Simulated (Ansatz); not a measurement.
**SnO$_{2}$: one change and its effect**

System: SnO$_{2}$ (6 atoms in the cell).
Method of the first run: DFT PBE, scalar-relativistic, plane waves, PAW, no spin polarisation (Ansatz 0.2.0).

The structure derives from an entry of the Crystallography Open Database. Text and figures count atoms from 1; the logs count them from 0 in places.

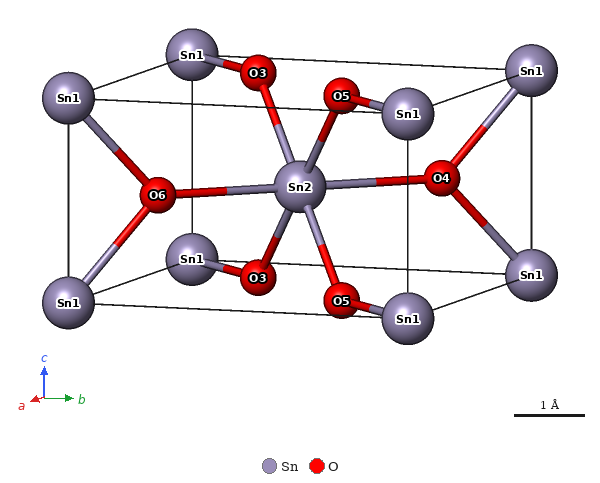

The structure as given in the input (ball-and-stick view of the cell of the calculation, seen slightly off an axis; atoms are numbered from 1 in the order of the input). An atom can appear more than once, as a periodic image. Near neighbours in the periodic cell (some may lie outside the picture): Sn has 6 O at 2.06 to 2.26 Å; O has 3 Sn at 2.06 to 2.26 Å.

**Input, the first run**
```yaml
crystal:
  lattice:
    - [5.2139213958, 0.0, 0.0]
    - [0.0, 5.2139213958, 0.0]
    - [0.0, 0.0, 2.9789516654]
  atoms:
    - { symbol: Sn, position: [0.0, 0.0, 0.0] }
    - { symbol: Sn, position: [0.5, 0.5, 0.5] }
    - { symbol: O, position: [0.3066050863, 0.3066050863, 0.0] }
    - { symbol: O, position: [0.1933949137, 0.8066050863, 0.5] }
    - { symbol: O, position: [0.6933949137, 0.6933949137, 0.0] }
    - { symbol: O, position: [0.8066050863, 0.1933949137, 0.5] }
basis:
  ecutwfc: 420
kpoints:
  mp_grid: { grid: [6, 6, 8] }
hamiltonian:
  xc: pbe
scf:
  occupations: { method: gaussian, width: 0.05 }
output:
  forces: true
  stress: true
  eigenvalues: true
```

Command:
```bash
ansatz run input.yaml --threads 2 --pin off --max-ram 5120MiB --backend cpu --events-out ev --progress --plain --runs-dir out
```

Hardware: 2 threads of AMD EPYC (Zen 3), 189 GiB of memory available, shared host.

**Output, shortened to warnings, some set-up lines, iterations and results (the first run)**
```
Basis set: ecut = 420 eV, 1545 PW (Γ), exchange–correlation on 72×72×40 points (8 copies of the dense FFT grid, shifted against one another)
Symmetry: 16 space group operations
k-points: 50 of 288
Initial density: superposition of atomic densities (neutral atoms: chi_scale 0, normalization atom), corrected by the library's trained network
[...]
SCF iter   1: F=—  HF=-14317.145094 eV  |F-HF|=—  |Δ(HF+E_count)|=         —  Δρ=2.18e-3  dr2=1.22e-3  ethr=1.77e-3  ⟨swp⟩=6.0  Hψ=6968  notcnv=0  defer=6
SCF iter   2: F=—  HF=-14317.146630 eV  |F-HF|=—  |Δ(HF+E_count)|=   1.54e-3  Δρ=1.01e-3  dr2=2.43e-4  ethr=2.35e-6  ⟨swp⟩=2.2  Hψ=3260  notcnv=0  defer=13
SCF iter   3: F=—  HF=-14317.146899 eV  |F-HF|=—  |Δ(HF+E_count)|=   2.69e-4  Δρ=3.83e-4  dr2=4.91e-5  ethr=4.67e-7  ⟨swp⟩=2.2  Hψ=2238  notcnv=0
SCF iter   4: F=—  HF=-14317.146755 eV  |F-HF|=—  |Δ(HF+E_count)|=   1.44e-4  Δρ=5.38e-5  dr2=1.45e-6  ethr=9.44e-8  ⟨swp⟩=2.0  Hψ=2055  notcnv=0
SCF iter   5: F=—  HF=-14317.146757 eV  |F-HF|=—  |Δ(HF+E_count)|=   2.23e-6  Δρ=1.58e-5  dr2=1.26e-7  ethr=2.80e-9  ⟨swp⟩=2.0  Hψ=2740  notcnv=0
SCF iter   6: F=-14317.146758 eV  HF=-14317.146758 eV  |F-HF|=1.11e-8  |Δ(HF+E_count)|=   1.71e-7  Δρ=4.45e-6  dr2=1.47e-8  ethr=1.92e-10  ⟨swp⟩=8.1  Hψ=6173  notcnv=0
SCF 1 converged in 6 iterations: F = -14317.146758 eV  dr2 = 1.47e-8
SCF converged after 6 iterations
Free energy (F): -14317.146758 eV
Harris-Foulkes:  -14317.146758 eV  (|F-HF|=1.11e-8)
Internal energy: -14317.146758 eV  (E = F + TS)
E sigma→0 (E₀):  -14317.146758 eV
Fermi energy:    7.940169 eV
--- Per-component energies (eV) ---
  E_band       = -212.532058
  E_kinetic    = 1073.620129
  E_local      = -3254.926018  (includes V_loc(G=0)·N_el)
  E_nonlocal   = 133.075014
  E_hartree    = 1640.974162
  E_xc         = -1052.820222
  E_vxc        = -560.816873  (∫ρ·V_xc dr)
  E_paw        = -8925.664112  (= ΣΔE_a)
  E_vpaw       = -885.439966  (= ΣTr[D̂ρ^β])
  E_aug_tail   = 0.009614  (compensation charges beyond the density's cutoff)
  E_ewald      = -3931.415325
  E_smearing   = -0.000000  (= −TS)
  E_closure    = -0.000000  (closes the sum)
  Σ components = -14317.146758   (vs F -14317.146758, Δ=0.00e0)
--- Forces (eV/Å), atoms counted from 1 ---
  atom   1  Sn     0.00000000    -0.00000000     0.00000000
  atom   2  Sn    -0.00000000     0.00000000     0.00000000
  atom   3  O      0.27649691     0.27649691     0.00000000
  atom   4  O     -0.27649691     0.27649691     0.00000000
  atom   5  O     -0.27649691    -0.27649691     0.00000000
  atom   6  O      0.27649691    -0.27649691     0.00000000
  max |Σ_I F_I| component: 5.55e-17 eV/Å
--- Stress (GPa, compression-positive) ---
      -12.501988       0.000000       0.000000
        0.000000     -12.501988       0.000000
        0.000000       0.000000      16.204138
  P = ⅓ Tr σ = -2.9333 GPa (-29.333 kbar)
```

For the second run the input was changed thus:
```diff
+  mixing: { algorithm: broyden, beta: 1.0, ndim: 1, preconditioner: none }
+  max_iter: 50
```

What does this change do to the results?

Both reach the same energy, so the change doesn't alter the result. The SCF takes 7 iterations against 6.

**Output, shortened to warnings, some set-up lines, iterations and results (the second run)**
```
Basis set: ecut = 420 eV, 1545 PW (Γ), exchange–correlation on 72×72×40 points (8 copies of the dense FFT grid, shifted against one another)
Symmetry: 16 space group operations
k-points: 50 of 288
Initial density: superposition of atomic densities (neutral atoms: chi_scale 0, normalization atom), corrected by the library's trained network
[...]
SCF iter   1: F=—  HF=-14317.144895 eV  |F-HF|=—  |Δ(HF+E_count)|=         —  Δρ=2.18e-3  dr2=1.22e-3  ethr=1.77e-3  ⟨swp⟩=6.0  Hψ=6969  notcnv=0  defer=6
SCF iter   2: F=—  HF=-14317.147376 eV  |F-HF|=—  |Δ(HF+E_count)|=   2.48e-3  Δρ=1.76e-3  dr2=2.12e-3  ethr=2.35e-6  ⟨swp⟩=2.0  Hψ=3316  notcnv=0  defer=19  κ⁻¹=1.0e0(r=1)
SCF iter   3: F=—  HF=-14317.146817 eV  |F-HF|=—  |Δ(HF+E_count)|=   5.59e-4  Δρ=5.98e-4  dr2=2.10e-4  ethr=2.35e-6  ⟨swp⟩=3.0  Hψ=3233  notcnv=0  defer=19  κ⁻¹=1.0e0(r=1)
SCF iter   4: F=—  HF=-14317.146756 eV  |F-HF|=—  |Δ(HF+E_count)|=   6.02e-5  Δρ=4.36e-5  dr2=7.26e-7  ethr=4.04e-7  ⟨swp⟩=2.0  Hψ=2170  notcnv=0  defer=3  κ⁻¹=1.0e0(r=1)
SCF iter   5: F=—  HF=-14317.146758 eV  |F-HF|=—  |Δ(HF+E_count)|=   1.41e-6  Δρ=2.09e-5  dr2=3.62e-7  ethr=1.92e-10  ⟨swp⟩=9.2  Hψ=7978  notcnv=0  κ⁻¹=1.0e0(r=1)
SCF iter   6: F=—  HF=-14317.146758 eV  |F-HF|=—  |Δ(HF+E_count)|=  8.13e-10  Δρ=3.17e-5  dr2=6.55e-7  ethr=6.97e-10  ⟨swp⟩=2.8  Hψ=2913  notcnv=0  κ⁻¹=1.0e0(r=1)
SCF iter   7: F=-14317.146758 eV  HF=-14317.146758 eV  |F-HF|=5.29e-8  |Δ(HF+E_count)|=   1.66e-7  Δρ=1.03e-5  dr2=5.38e-8  ethr=1.92e-10  ⟨swp⟩=4.8  Hψ=6821  notcnv=0
SCF 1 converged in 7 iterations: F = -14317.146758 eV  dr2 = 5.38e-8
SCF converged after 7 iterations
Stability not checked: this state was not tested for a lower state beside it, because the mixer in use, unlike msr1, does not test its closes by its own steps (another_mixer; see scf.mixing.algorithm and scf.lower_state_search)
Free energy (F): -14317.146758 eV
Harris-Foulkes:  -14317.146758 eV  (|F-HF|=5.29e-8)
Internal energy: -14317.146758 eV  (E = F + TS)
E sigma→0 (E₀):  -14317.146758 eV
Fermi energy:    7.940103 eV
--- Per-component energies (eV) ---
  E_band       = -212.539363
  E_kinetic    = 1073.620373
  E_local      = -3254.932882  (includes V_loc(G=0)·N_el)
  E_nonlocal   = 133.077261
  E_hartree    = 1640.980105
  E_xc         = -1052.819944
  E_vxc        = -560.816494  (∫ρ·V_xc dr)
  E_paw        = -8925.665960  (= ΣΔE_a)
  E_vpaw       = -885.442006  (= ΣTr[D̂ρ^β])
  E_aug_tail   = 0.009614  (compensation charges beyond the density's cutoff)
  E_ewald      = -3931.415325
  E_smearing   = -0.000000  (= −TS)
  E_closure    = -0.000000  (closes the sum)
  Σ components = -14317.146758   (vs F -14317.146758, Δ=0.00e0)
--- Forces (eV/Å), atoms counted from 1 ---
  atom   1  Sn     0.00000000    -0.00000000     0.00000000
  atom   2  Sn     0.00000000     0.00000000     0.00000000
  atom   3  O      0.27649928     0.27649928     0.00000000
  atom   4  O     -0.27649928     0.27649928     0.00000000
  atom   5  O     -0.27649928    -0.27649928     0.00000000
  atom   6  O      0.27649928    -0.27649928     0.00000000
  max |Σ_I F_I| component: 5.55e-17 eV/Å
--- Stress (GPa, compression-positive) ---
      -12.502346       0.000000       0.000000
        0.000000     -12.502346       0.000000
        0.000000       0.000000      16.203761
  P = ⅓ Tr σ = -2.9336 GPa (-29.336 kbar)
```

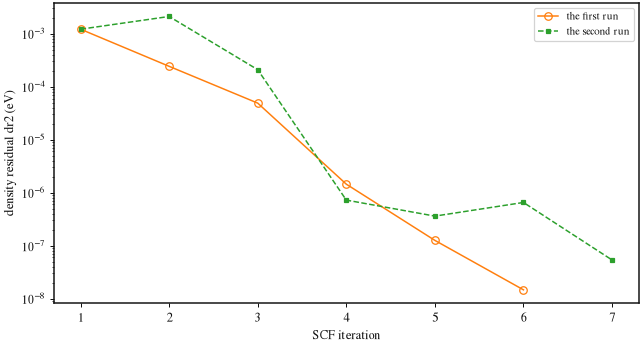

Convergence of the two runs: density residual dr2 against the SCF iteration. The first run takes 6 iterations in all, and the second run takes 7.

**The two runs side by side**

| quantity | the first run | the second run |
| --- | --- | --- |
| outcome | converged | converged |
| free energy per atom (eV) | −2386.1911 | −2386.1911 |
| gap on the mesh (eV) | 0.70 | 0.70 |
| pressure (GPa) | −2.93 | −2.93 |
| largest force (eV/Å) | 0.391 | 0.391 |
| SCF iterations | 6 | 7 |
| irreducible k-points | 50 | 50 |
| plane waves at Γ | 1545 | 1545 |
| wall time (shared host) | 6.6 s | 8.5 s |

For the second run: A setting was made wrong on purpose: mixing far too strong (`scf.mixing`). It did no harm here: the run converged to the energy of the sound run within 1 meV per atom.
